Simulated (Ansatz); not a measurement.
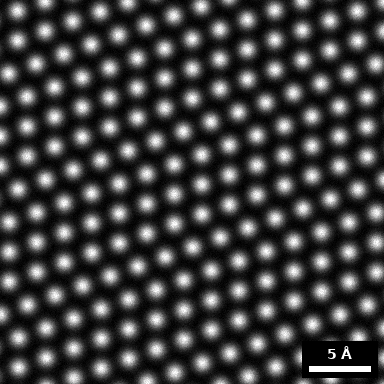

iDPC-like image of a crystal. Simulated as the projected potential of neutral atoms (B = 0.3 Å²) blurred by a 0.94 Å probe, the thin-sample limit of integrated differential phase contrast. Shot noise was added.

> Measure the repeat of the pattern.

The pattern repeats on a rectangular net of 2.4 × 9.3 Å.

> Which plane group does this projection have?

p2mg: mirror lines in one direction, glide lines across them, twofold points on the glide lines.

> How many columns does the smallest repeating cell hold, and how many levels of brightness?

4 columns in the primitive cell of 22.5 Å², all of one brightness.

The crystal is Pt (P6_3/mmc, No. 194) seen along [100]. Atomic positions: coordinates from a relaxation with DFT, PBE, plane waves (420 eV) with PAW, scalar-relativistic (Ansatz 0.2.0); the starting structure was generated, so it need not be a known form of this composition.
